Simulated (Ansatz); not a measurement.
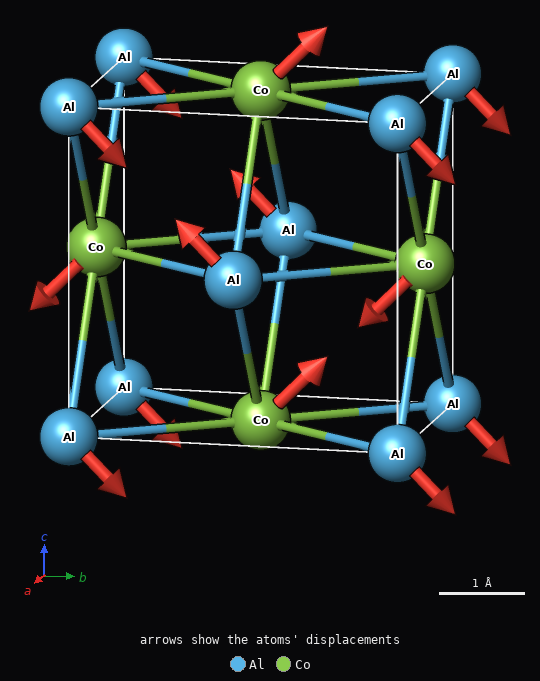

Phonons of crystalline AlCo, at the zone centre of a doubled cell. The levels lie at 192 (×2), 241, 288, 340 (×3), 398 (×2) cm⁻¹. One mode is drawn. The red arrows give the relative displacements of the atoms. The picture is a ball-and-stick view of the cell of the calculation, seen slightly off an axis.

Computed with DFT PBEsol, scalar-relativistic, plane waves, PAW (Ansatz). Settings: plane-wave cutoff 420 eV; k-point mesh 22 × 16 × 16; occupations gaussian; smearing width 0.15 eV; no spin polarisation.

> Which of these frequencies is the drawn mode's?

The level at 192 cm⁻¹. This is a doubly degenerate mode (one member of the set is drawn), the lowest level (the three translations aside). Atoms of one kind move against one another, with no net shift of any sublattice; the kinetic energy is shared as Co 76 %, Al 24 %. It changes sign from one half of the doubled cell to the other: it belongs to the zone boundary, q = (0, 1/2, 1/2) in the reciprocal vectors of the undoubled cell.

Limits of the set-up: an element that often carries a moment was run without spin polarisation.
